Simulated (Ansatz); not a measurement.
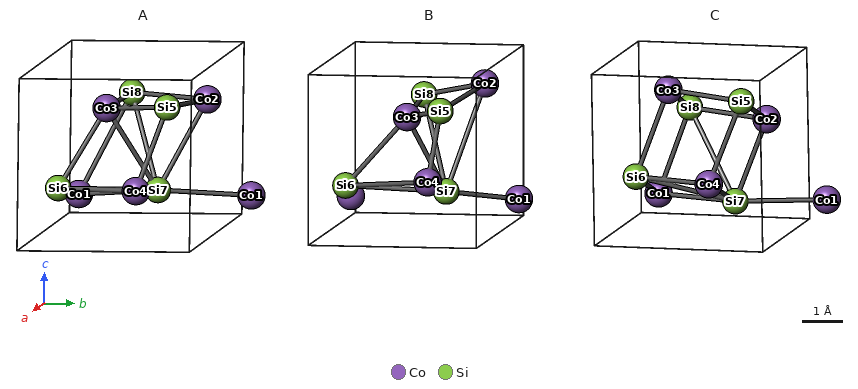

3 geometries from one relaxation of solid CoSi (set up in P1), in shuffled order. The picture is a ball-and-stick view of the cell of the calculation, seen slightly off an axis.

Case: all atoms moved at random, sigma 0.4 Å for each component, cell strained at random, sigma 0.01; relaxed back.

The calculation used DFT PBE, scalar-relativistic, plane waves, PAW (Ansatz). Set-up: plane-wave cutoff 420 eV; k-point mesh 8 × 8 × 8; occupations gaussian; smearing width 0.15 eV; no spin polarisation; cell and atoms relaxed; force threshold 0.01 eV/Å; at most 80 steps.

Put them in the order of the run, from the start to the converged end.

B, A, C. They are steps 0, 3, 11, at +29.605 eV per cell of the calculation, +3.016 eV per cell of the calculation relative to the last. The largest move relative to the cell is that of Co3, 0.93 Å along [0 −1 1]. By element the largest moves are Co 0.93 Å, Si 0.63 Å. Cell: a 4.384 → 4.431 Å (+1.1 %), b 4.423 → 4.431 Å (+0.2 %), c 4.415 → 4.431 Å (+0.4 %), α 88.0° → 90.0°, γ 90.5° → 90.0°. Volume +1.7 %. Near-neighbour distances that change, for instance: Co3–Si7 2.396 → 3.626 Å, Co1–Co2 1.644 → 2.725 Å, Si5–Si8 1.672 → 2.743 Å, Co3–Si5 3.433 → 2.432 Å. New bonds form, among them: Co2–Si6 (3.13 → 2.32 Å). Bonds break, among them: Co1–Co2 (1.64 → 2.72 Å), Co1–Co4 (1.87 → 2.72 Å), Co3–Si7 (2.40 → 3.63 Å). Bond angles that change, for instance: Si5–Co2–Si7 113.0° → 68.6°, Si5–Co2–Si7 68.1° → 111.1°, Si7–Co3–Si8 111.6° → 139.4°. The space group (tolerance 0.01 Å) goes from P1 (No. 1) to P2_13 (No. 198). After 9 accepted moves (11 points after the start) the energy has fallen by 29.605 eV per cell of the calculation. Largest force component: 27 eV/Å at the start, 0.00028 eV/Å at the end. The pressure goes from 142.15 to 0.00 GPa. The SCF was repeated twice at an unchanged geometry on a basis and grid sized afresh for the cell, which shifted the energy by 1.4 meV per cell of the calculation at most.

Limits of the set-up: an element that often carries a moment was run without spin polarisation.
